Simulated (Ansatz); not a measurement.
**HfSiO4: geometry relaxation (part 2 of 2)**

The same run, continued: HfSiO4 (12 atoms in the cell); DFT PBE, scalar-relativistic, plane waves, PAW, no spin polarisation (Ansatz 0.2.0); cutoff 420 eV, 6×6×6 k-mesh, Gaussian smearing of 0.02 eV. The structure derives from an entry of the Crystallography Open Database.

Geometry of the input (Å; fractional positions):
```
-3.2862  3.2862  2.9816
3.2862  -3.2862  2.9816
3.2862  3.2862  -2.9816
Hf 0.7500  0.2500  0.5000
Hf 0.0000  0.0000  0.0000
Si 0.2500  0.7500  0.5000
Si 0.5000  0.5000  0.0000
O  0.1353  0.3198  0.8155
O  0.0698  0.7543  0.6845
O  0.5043  0.3198  0.1845
O  0.0698  0.3853  0.3155
O  0.6147  0.9302  0.6845
O  0.6802  0.8647  0.1845
O  0.2457  0.9302  0.3155
O  0.6802  0.4957  0.8155
```

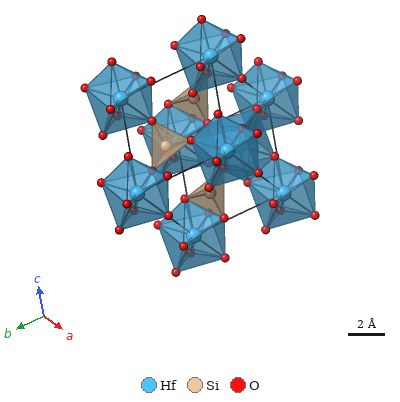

**Figure 1.** The geometry at step 4 of the log (polyhedral view of the cell of the calculation, seen at an oblique angle; polyhedra are completed across the faces of the cell).

## Log, continued
```
SCF iter   1: F=—  HF=-37271.746799 eV  |F-HF|=—  |Δ(HF+E_count)|=         —  Δρ=2.46e-4  dr2=1.13e-4  ethr=1.26e-7  ⟨swp⟩=2.0  Hψ=7701  notcnv=0
preconditioner: auto → Resta (q_TF=auto, 2.636 Å⁻¹)  ε∞=4.5  [insulator: Δε(μ)=5.330 eV  Ē_g=17.485 eV  σ=0.020 eV  W_gap=1.00  n_scr=42 (ndim 8)  ℏωp=32.9 eV  f_vac=0.054  D(μ)=0.00/eV (n_scr^D=0)  ε∞_Penn≈4.5]
SCF iter   2: F=—  HF=-37271.746788 eV  |F-HF|=—  |Δ(HF+E_count)|=   1.08e-5  Δρ=1.06e-4  dr2=2.66e-5  ethr=1.05e-7  ⟨swp⟩=2.0  Hψ=2647  notcnv=0
SCF iter   3: F=—  HF=-37271.746780 eV  |F-HF|=—  |Δ(HF+E_count)|=   7.67e-6  Δρ=4.70e-5  dr2=3.78e-6  ethr=2.47e-8  ⟨swp⟩=2.2  Hψ=2991  notcnv=0
SCF iter   4: F=—  HF=-37271.746779 eV  |F-HF|=—  |Δ(HF+E_count)|=   9.25e-7  Δρ=1.90e-5  dr2=5.79e-7  ethr=3.50e-9  ⟨swp⟩=2.0  Hψ=3600  notcnv=0
SCF iter   5: F=-37271.746779 eV  HF=-37271.746779 eV  |F-HF|=1.78e-7  |Δ(HF+E_count)|=   2.38e-7  Δρ=9.56e-6  dr2=1.17e-7  ethr=2.17e-10  ⟨swp⟩=6.0  Hψ=7996  notcnv=0
SCF 8 converged in 5 iterations: F = -37271.746779 eV  dr2 = 1.17e-7
relax step   8: F+E_penalty+E_count = -37271.74677925 eV  Δ(F+E_penalty+E_count) = +7.163e-4 eV  max|allowed force component| = 6.263e-4 eV/Å  Δτ_max = 0.0004 Å  P = -0.018 GPa  Ω = 132.807 Å³  energy of the carried Pulay correction = -8.835e-4 eV  (5 SCF iters, dr2 threshold 2.35e-7 eV, accepted)
iter 1 solved again at ethr=3.52e-7 eV; its pass at ethr=3.10e-3 eV (dr2=3.81e-4 eV) is discarded
SCF iter   1: F=—  HF=-37271.747683 eV  |F-HF|=—  |Δ(HF+E_count)|=         —  Δρ=5.67e-5  dr2=2.98e-7  ethr=3.52e-7  ⟨swp⟩=3.1  Hψ=13561  notcnv=0
eigensolver tolerance schedule: the retry pair's looser diagonalisation over-reported the residual by 1274.10 of it (diagonalisation noise at 0.17 of the residual, at the tolerance the schedule requests for it); recorded, not acted on — ethr = c·dr2/N_el stays at c = 1.0e-1
preconditioner: auto → Resta (q_TF=auto, 2.636 Å⁻¹)  ε∞=4.5  [insulator: Δε(μ)=5.327 eV  Ē_g=17.486 eV  σ=0.020 eV  W_gap=1.00  n_scr=42 (ndim 8)  ℏωp=32.9 eV  f_vac=0.054  D(μ)=0.00/eV (n_scr^D=0)  ε∞_Penn≈4.5]
SCF iter   2: F=—  HF=-37271.747745 eV  |F-HF|=—  |Δ(HF+E_count)|=   6.18e-5  Δρ=2.84e-5  dr2=9.76e-8  ethr=2.76e-10  ⟨swp⟩=2.0  Hψ=3600  notcnv=0
SCF iter   3: F=—  HF=-37271.747755 eV  |F-HF|=—  |Δ(HF+E_count)|=   9.96e-6  Δρ=1.57e-5  dr2=2.94e-8  ethr=9.03e-11  ⟨swp⟩=2.4  Hψ=3378  notcnv=0
SCF iter   4: F=—  HF=-37271.747758 eV  |F-HF|=—  |Δ(HF+E_count)|=   3.45e-6  Δρ=7.33e-6  dr2=8.04e-9  ethr=2.72e-11  ⟨swp⟩=2.9  Hψ=3539  notcnv=0
SCF iter   5: F=—  HF=-37271.747759 eV  |F-HF|=—  |Δ(HF+E_count)|=   8.77e-7  Δρ=1.39e-6  dr2=1.14e-9  ethr=7.44e-12  ⟨swp⟩=2.2  Hψ=3104  notcnv=0
SCF iter   6: F=-37271.747759 eV  HF=-37271.747759 eV  |F-HF|=1.38e-10  |Δ(HF+E_count)|=   2.79e-8  Δρ=1.57e-7  dr2=4.37e-11  ethr=1.00e-12  ⟨swp⟩=2.8  Hψ=7238  notcnv=0
SCF 9 converged in 6 iterations: F = -37271.747759 eV  dr2 = 4.37e-11
relax step   9: F+E_penalty+E_count = -37271.74775912 eV  Δ(F+E_penalty+E_count) = -9.799e-4 eV  max|allowed force component| = 7.397e-4 eV/Å  Δτ_max = 0.0000 Å  P = -0.012 GPa  Ω = 132.807 Å³  stress off target by 2.29e-2 GPa  SCF on the basis re-selected at this cell (its energy is not comparable with the rows above)  (6 SCF iters)
basis re-selected at this cell: Δ(F+E_penalty+E_count) = -9.799e-4 eV, ΔP = +0.006 GPa vs the last step (what re-selecting the basis moved, of the pressure what is left beyond the Pulay correction that the steps carried, after the strain that the cell walked since its last selection, with what the two solves' SCF thresholds leave and, on support functions, any second-order correction that the steps lacked; it is no measure of the basis error at this ecutwfc). This SCF's stress stands 2.29e-2 GPa from its target on what of the cell is left free (relax.cell.stress_tol is 5.00e-2 GPa) and its largest allowed force component is 7.40e-4 eV/Å (relax.f_tol is 5.00e-3 eV/Å): within both
SCF converged after 6 iterations
Free energy (F): -37271.747759 eV
Harris-Foulkes:  -37271.747759 eV  (|F-HF|=1.38e-10)
Internal energy: -37271.747759 eV  (E = F + TS)
E sigma→0 (E₀):  -37271.747759 eV
Fermi energy:    12.289137 eV
--- Per-component energies (eV) ---
  E_band       = -257.861106
  E_kinetic    = 2341.717259
  E_local      = -16120.276959  (includes V_loc(G=0)·N_el)
  E_nonlocal   = -2054.267305
  E_hartree    = 7198.829504
  E_xc         = -1303.161628
  E_vxc        = -1382.671284  (∫ρ·V_xc dr)
  E_paw        = -16146.186935  (= ΣΔE_a)
  E_vpaw       = 2559.957646  (= ΣTr[D̂ρ^β])
  E_aug_tail   = 0.019996  (compensation charges beyond the density's cutoff)
  E_ewald      = -11188.421693
  E_smearing   = -0.000000  (= −TS)
  E_closure    = -0.000000  (closes the sum)
  Σ components = -37271.747759   (vs F -37271.747759, Δ=0.00e0)
--- Forces (eV/Å), atoms counted from 1 ---
  atom   1  Hf     0.00000000    -0.00000000     0.00000000
  atom   2  Hf    -0.00000000     0.00000000    -0.00000000
  atom   3  Si    -0.00000000     0.00000000    -0.00000000
  atom   4  Si     0.00000000     0.00000000     0.00000000
  atom   5  O     -0.00000000    -0.00013240    -0.00073967
  atom   6  O      0.00013240     0.00000000    -0.00073967
  atom   7  O     -0.00000000     0.00013240    -0.00073967
  atom   8  O     -0.00013240     0.00000000    -0.00073967
  atom   9  O      0.00000000     0.00013240     0.00073967
  atom  10  O      0.00013240     0.00000000     0.00073967
  atom  11  O      0.00000000    -0.00013240     0.00073967
  atom  12  O     -0.00013240     0.00000000     0.00073967
  max |Σ_I F_I| component: 1.45e-17 eV/Å
--- Stress (GPa, compression-positive) ---
       -0.006625       0.000000       0.000000
        0.000000      -0.006625      -0.000000
        0.000000      -0.000000      -0.022918
  P = ⅓ Tr σ = -0.0121 GPa (-0.121 kbar)
--- Band table (eV; the first three rows and the last of 30) ---
  k-point 0: bands = ["-50.8931", "-50.8859", "-19.6692", "-19.6692", "-19.6015", "-19.5919", "-19.5095", "-19.5095", "-9.3993", "-8.4057", "-7.6275", "-7.5154", "-7.0512", "-7.0512", "-7.0197", "-7.0197", "-0.7932", "-0.7901", "-0.7862", "-0.7862", "-0.7746", "-0.7746", "-0.7691", "-0.7691", "-0.7689", "-0.7639", "-0.7584", "-0.7584", "-0.7567", "-0.7567", "2.0321", "3.6027", "3.9436", "4.4317", "4.4317", "5.1721", "5.4097", "5.6972", "6.4249", "6.5845", "6.5845", "6.7814", "7.2151", "7.2151", "8.0899", "8.0899", "8.8453", "8.8453", "8.8898", "8.9413", "9.0504", "9.0504", "9.1088", "9.6260", "15.2878", "15.5917", "15.6012", "15.7276", "15.7276", "16.6200", "16.6737", "16.8616", "16.8616", "17.5373", "18.6637", "19.2453"]
  k-point 1: bands = ["-50.8926", "-50.8863", "-19.6744", "-19.6593", "-19.6065", "-19.5850", "-19.5211", "-19.5062", "-9.3076", "-8.4227", "-7.5921", "-7.4939", "-7.1033", "-7.1022", "-7.0835", "-7.0566", "-0.7953", "-0.7890", "-0.7888", "-0.7836", "-0.7788", "-0.7732", "-0.7714", "-0.7696", "-0.7694", "-0.7674", "-0.7654", "-0.7581", "-0.7571", "-0.7540", "2.2511", "3.7728", "4.1082", "4.3713", "4.4432", "5.3674", "5.5761", "5.8628", "5.9446", "6.1872", "6.8123", "7.0314", "7.0390", "7.0974", "8.0758", "8.1647", "8.6660", "8.7380", "8.8120", "8.8332", "8.8909", "8.9459", "9.1125", "9.5146", "15.1946", "15.3749", "15.6369", "15.7156", "16.0731", "16.6526", "16.6682", "16.8631", "17.0379", "17.9675", "18.9217", "19.2572"]
  k-point 2: bands = ["-50.8913", "-50.8877", "-19.6754", "-19.6359", "-19.6317", "-19.5530", "-19.5519", "-19.5078", "-9.0611", "-8.5156", "-7.4991", "-7.4381", "-7.2563", "-7.2202", "-7.1627", "-7.1508", "-0.7963", "-0.7940", "-0.7862", "-0.7859", "-0.7822", "-0.7799", "-0.7778", "-0.7718", "-0.7702", "-0.7693", "-0.7679", "-0.7568", "-0.7551", "-0.7547", "2.8276", "4.0129", "4.3603", "4.5542", "4.5805", "5.4188", "5.5344", "5.5997", "5.9971", "6.1468", "6.6029", "6.8076", "7.1297", "7.3774", "7.6402", "8.1524", "8.3488", "8.4106", "8.5338", "8.7693", "8.7992", "8.8765", "9.0554", "9.2544", "15.0405", "15.0679", "15.7220", "15.7894", "16.3757", "16.4281", "16.9264", "17.3212", "17.4334", "18.5110", "19.0397", "19.1477"]
  k-point 29: bands = ["-50.8895", "-50.8895", "-19.6811", "-19.6811", "-19.5977", "-19.5977", "-19.4992", "-19.4992", "-8.8485", "-8.8485", "-7.6635", "-7.6635", "-7.1229", "-7.1229", "-6.9626", "-6.9626", "-0.7899", "-0.7899", "-0.7867", "-0.7867", "-0.7761", "-0.7761", "-0.7756", "-0.7756", "-0.7699", "-0.7699", "-0.7656", "-0.7656", "-0.7501", "-0.7501", "2.8133", "2.8133", "4.4904", "4.4904", "4.9311", "4.9311", "6.0021", "6.0021", "6.6526", "6.6526", "6.6952", "6.6952", "7.7184", "7.7184", "7.9156", "7.9156", "8.2033", "8.2033", "8.3418", "8.3418", "8.5817", "8.5817", "8.7481", "8.7481", "15.7394", "15.7394", "16.0544", "16.0544", "16.2209", "16.2209", "16.8759", "16.8759", "17.7093", "17.7093", "19.0960", "19.0960"]
--- Relaxed structure (7 steps of the walk, 7 accepted, 2 SCFs on fresh bases) ---
  F+E_penalty+E_count = -37271.74775912 eV   max|allowed force component| = 7.397e-4 eV/Å   (the final SCF, on the basis selected at the relaxed cell)
  cell:  # Å, volume = 132.8066 Å³
    - [-3.3227449946187844, 3.3227449946187844, 3.0072240144493434]
    - [3.3227449946187844, -3.3227449946187844, 3.0072240144493434]
    - [3.3227449946187844, 3.3227449946187844, -3.0072240144493434]
  atoms:
    - { symbol: Hf, position: [0.75, 0.24999999999999997, 0.4999999999999999] }
    - { symbol: Hf, position: [-1.478206673089557e-19, -1.3802614406949942e-19, -3.2820244539231394e-20] }
    - { symbol: Si, position: [0.24999999999999997, 0.75, 0.4999999999999999] }
    - { symbol: Si, position: [0.5, 0.5, -3.282024453923091e-20] }
    - { symbol: O, position: [0.13473694890587304, 0.31893179359758717, 0.8158051553082858] }
    - { symbol: O, position: [0.0689317935975873, 0.7531266382893015, 0.6841948446917142] }
    - { symbol: O, position: [0.5031266382893014, 0.31893179359758717, 0.18419484469171424] }
    - { symbol: O, position: [0.06893179359758722, 0.384736948905873, 0.3158051553082858] }
    - { symbol: O, position: [0.615263051094127, 0.9310682064024128, 0.6841948446917141] }
    - { symbol: O, position: [0.6810682064024127, 0.865263051094127, 0.18419484469171427] }
    - { symbol: O, position: [0.24687336171069849, 0.9310682064024127, 0.3158051553082857] }
    - { symbol: O, position: [0.6810682064024127, 0.4968733617106987, 0.8158051553082858] }
```

## Trajectory as extended XYZ (Å, eV, eV/Å), 9 frames, from step=1 to step=9
```
12
Lattice="-3.2862 3.2862 2.9816 3.2862 -3.2862 2.9816 3.2862 3.2862 -2.9816" Properties=species:S:1:pos:R:3:forces:R:3 step=1 energy=-37271.65518 pressure_GPa=7.50
Hf    0.0000    3.2862    1.4908    0.0000   0.0000   0.0000
Hf    0.0000    0.0000    0.0000    0.0000   0.0000   0.0000
Si    3.2862    0.0000    1.4908    0.0000   0.0000   0.0000
Si    0.0000    0.0000    2.9816    0.0000   0.0000   0.0000
O     3.2862    2.0736   -1.0746    0.0000  -0.2730  -0.1950
O     4.4989    0.0000    0.4162    0.2730   0.0000  -0.1950
O     0.0000    1.2126    1.9070    0.0000   0.2730  -0.1950
O     2.0736    0.0000    0.4162   -0.2730   0.0000  -0.1950
O     3.2862    1.2126    2.5654    0.0000   0.2730   0.1950
O     1.2126    0.0000    4.0562    0.2730   0.0000   0.1950
O     3.2862   -1.2126    2.5654    0.0000  -0.2730   0.1950
O     2.0736    3.2862    1.0746   -0.2730   0.0000   0.1950
12
Lattice="-3.3169 3.3169 3.0075 3.3169 -3.3169 3.0075 3.3169 3.3169 -3.0075" Properties=species:S:1:pos:R:3:forces:R:3 step=2 energy=-37271.71071 pressure_GPa=1.02
Hf    0.0000    3.3169    1.5037    0.0000   0.0000   0.0000
Hf    0.0000    0.0000    0.0000    0.0000   0.0000   0.0000
Si    3.3169    0.0000    1.5037    0.0000   0.0000   0.0000
Si    0.0000    0.0000    3.0075    0.0000   0.0000   0.0000
O     3.3169    2.0974   -1.0790    0.0000  -0.3251  -0.3149
O     4.5364    0.0000    0.4247    0.3251   0.0000  -0.3149
O     0.0000    1.2195    1.9285    0.0000   0.3251  -0.3149
O     2.0974    0.0000    0.4247   -0.3251   0.0000  -0.3149
O     3.3169    1.2195    2.5827    0.0000   0.3251   0.3149
O     1.2195    0.0000    4.0865    0.3251   0.0000   0.3149
O     3.3169   -1.2195    2.5827    0.0000  -0.3251   0.3149
O     2.0974    3.3169    1.0790   -0.3251   0.0000   0.3149
12
Lattice="-3.3224 3.3224 3.0026 3.3224 -3.3224 3.0026 3.3224 3.3224 -3.0026" Properties=species:S:1:pos:R:3:forces:R:3 step=3 energy=-37271.72563 pressure_GPa=0.09
Hf    0.0000    3.3224    1.5013    0.0000   0.0000   0.0000
Hf    0.0000    0.0000    0.0000    0.0000   0.0000   0.0000
Si    3.3224    0.0000    1.5013    0.0000   0.0000   0.0000
Si    0.0000    0.0000    3.0026    0.0000   0.0000   0.0000
O     3.3224    2.0963   -1.0842    0.0000   0.0058  -0.0471
O     4.5485    0.0000    0.4172   -0.0058   0.0000  -0.0471
O     0.0000    1.2261    1.9185    0.0000  -0.0058  -0.0471
O     2.0963    0.0000    0.4172    0.0058   0.0000  -0.0471
O     3.3224    1.2261    2.5855    0.0000  -0.0058   0.0471
O     1.2261    0.0000    4.0868   -0.0058   0.0000   0.0471
O     3.3224   -1.2261    2.5855    0.0000   0.0058   0.0471
O     2.0963    3.3224    1.0842    0.0058   0.0000   0.0471
12
Lattice="-3.3210 3.3210 3.0055 3.3210 -3.3210 3.0055 3.3210 3.3210 -3.0055" Properties=species:S:1:pos:R:3:forces:R:3 step=4 energy=-37271.72632 pressure_GPa=0.02
Hf    0.0000    3.3210    1.5027    0.0000   0.0000   0.0000
Hf    0.0000    0.0000    0.0000    0.0000   0.0000   0.0000
Si    3.3210    0.0000    1.5027    0.0000   0.0000   0.0000
Si    0.0000    0.0000    3.0055    0.0000   0.0000   0.0000
O     3.3210    2.0958   -1.0865    0.0000   0.0150  -0.0191
O     4.5462    0.0000    0.4163   -0.0150   0.0000  -0.0191
O     0.0000    1.2252    1.9190    0.0000  -0.0150  -0.0191
O     2.0958    0.0000    0.4163    0.0150   0.0000  -0.0191
O     3.3210    1.2252    2.5892    0.0000  -0.0150   0.0191
O     1.2252    0.0000    4.0920   -0.0150   0.0000   0.0191
O     3.3210   -1.2252    2.5892    0.0000   0.0150   0.0191
O     2.0958    3.3210    1.0865    0.0150   0.0000   0.0191
12
Lattice="-3.3210 3.3210 3.0059 3.3210 -3.3210 3.0059 3.3210 3.3210 -3.0059" Properties=species:S:1:pos:R:3:forces:R:3 step=5 energy=-37271.72645 pressure_GPa=0.05
Hf    0.0000    3.3210    1.5030    0.0000   0.0000   0.0000
Hf    0.0000    0.0000    0.0000    0.0000   0.0000   0.0000
Si    3.3210    0.0000    1.5030    0.0000   0.0000   0.0000
Si    0.0000    0.0000    3.0059    0.0000   0.0000   0.0000
O     3.3210    2.0972   -1.0879    0.0000  -0.0130  -0.0155
O     4.5447    0.0000    0.4151    0.0130   0.0000  -0.0155
O     0.0000    1.2237    1.9180    0.0000   0.0130  -0.0155
O     2.0972    0.0000    0.4151   -0.0130   0.0000  -0.0155
O     3.3210    1.2237    2.5908    0.0000   0.0130   0.0155
O     1.2237    0.0000    4.0938    0.0130   0.0000   0.0155
O     3.3210   -1.2237    2.5908    0.0000  -0.0130   0.0155
O     2.0972    3.3210    1.0879   -0.0130   0.0000   0.0155
12
Lattice="-3.3206 3.3206 3.0067 3.3206 -3.3206 3.0067 3.3206 3.3206 -3.0067" Properties=species:S:1:pos:R:3:forces:R:3 step=6 energy=-37271.72646 pressure_GPa=0.00
Hf    0.0000    3.3206    1.5034    0.0000   0.0000   0.0000
Hf    0.0000    0.0000    0.0000    0.0000   0.0000   0.0000
Si    3.3206    0.0000    1.5034    0.0000   0.0000   0.0000
Si    0.0000    0.0000    3.0067    0.0000   0.0000   0.0000
O     3.3206    2.0970   -1.0887    0.0000   0.0000   0.0002
O     4.5443    0.0000    0.4147    0.0000   0.0000   0.0002
O     0.0000    1.2237    1.9180    0.0000   0.0000   0.0002
O     2.0970    0.0000    0.4147    0.0000   0.0000   0.0002
O     3.3206    1.2237    2.5920    0.0000   0.0000  -0.0002
O     1.2237    0.0000    4.0954    0.0000   0.0000  -0.0002
O     3.3206   -1.2237    2.5920    0.0000   0.0000  -0.0002
O     2.0970    3.3206    1.0887    0.0000   0.0000  -0.0002
12
Lattice="-3.3206 3.3206 3.0067 3.3206 -3.3206 3.0067 3.3206 3.3206 -3.0067" Properties=species:S:1:pos:R:3:forces:R:3 step=7 energy=-37271.74750 pressure_GPa=0.28
Hf    0.0000    3.3206    1.5034    0.0000   0.0000   0.0000
Hf    0.0000    0.0000    0.0000    0.0000   0.0000   0.0000
Si    3.3206    0.0000    1.5034    0.0000   0.0000   0.0000
Si    0.0000    0.0000    3.0067    0.0000   0.0000   0.0000
O     3.3206    2.0970   -1.0887    0.0000   0.0000  -0.0003
O     4.5443    0.0000    0.4147    0.0000   0.0000  -0.0003
O     0.0000    1.2237    1.9180    0.0000   0.0000  -0.0003
O     2.0970    0.0000    0.4147    0.0000   0.0000  -0.0003
O     3.3206    1.2237    2.5920    0.0000   0.0000   0.0003
O     1.2237    0.0000    4.0954    0.0000   0.0000   0.0003
O     3.3206   -1.2237    2.5920    0.0000   0.0000   0.0003
O     2.0970    3.3206    1.0887    0.0000   0.0000   0.0003
12
Lattice="-3.3227 3.3227 3.0072 3.3227 -3.3227 3.0072 3.3227 3.3227 -3.0072" Properties=species:S:1:pos:R:3:forces:R:3 step=8 energy=-37271.74678 pressure_GPa=-0.02
Hf    0.0000    3.3227    1.5036    0.0000   0.0000   0.0000
Hf    0.0000    0.0000    0.0000    0.0000   0.0000   0.0000
Si    3.3227    0.0000    1.5036    0.0000   0.0000   0.0000
Si    0.0000    0.0000    3.0072    0.0000   0.0000   0.0000
O     3.3227    2.0987   -1.0890    0.0000  -0.0001  -0.0006
O     4.5468    0.0000    0.4146    0.0001   0.0000  -0.0006
O     0.0000    1.2241    1.9182    0.0000   0.0001  -0.0006
O     2.0987    0.0000    0.4146   -0.0001   0.0000  -0.0006
O     3.3227    1.2241    2.5926    0.0000   0.0001   0.0006
O     1.2241    0.0000    4.0962    0.0001   0.0000   0.0006
O     3.3227   -1.2241    2.5926    0.0000  -0.0001   0.0006
O     2.0987    3.3227    1.0890   -0.0001   0.0000   0.0006
12
Lattice="-3.3227 3.3227 3.0072 3.3227 -3.3227 3.0072 3.3227 3.3227 -3.0072" Properties=species:S:1:pos:R:3:forces:R:3 step=9 energy=-37271.74776 pressure_GPa=-0.01
Hf    0.0000    3.3227    1.5036    0.0000   0.0000   0.0000
Hf    0.0000    0.0000    0.0000    0.0000   0.0000   0.0000
Si    3.3227    0.0000    1.5036    0.0000   0.0000   0.0000
Si    0.0000    0.0000    3.0072    0.0000   0.0000   0.0000
O     3.3227    2.0987   -1.0890    0.0000  -0.0001  -0.0007
O     4.5468    0.0000    0.4146    0.0001   0.0000  -0.0007
O     0.0000    1.2241    1.9182    0.0000   0.0001  -0.0007
O     2.0987    0.0000    0.4146   -0.0001   0.0000  -0.0007
O     3.3227    1.2241    2.5926    0.0000   0.0001   0.0007
O     1.2241    0.0000    4.0962    0.0001   0.0000   0.0007
O     3.3227   -1.2241    2.5926    0.0000  -0.0001   0.0007
O     2.0987    3.3227    1.0890   -0.0001   0.0000   0.0007
```

## Summary

```tsv
quantity	value
outcome	converged
space group (tolerance 0.01 Å)	I4₁/amd (141)
electrons treated	108
free energy	−37271.7478 eV
Fermi energy	12.289 eV
gap on the k-point mesh	5.33 eV
pressure	−0.01 GPa
final volume	132.81 Å³
largest force (length of the vector) at the end	0.001 eV/Å
final cell	a = 5.579 Å, b = 5.579 Å, c = 5.579 Å, α = 106.89°, β = 106.89°, γ = 114.76°
hardware	4 threads of Arm Neoverse N1, 98 GiB of memory available, shared host
wall time	76 s (CPU time 4.9 min)
peak memory	0.66 GiB
```

## Notes

Spin–orbit coupling is left out, which matters for Hf.
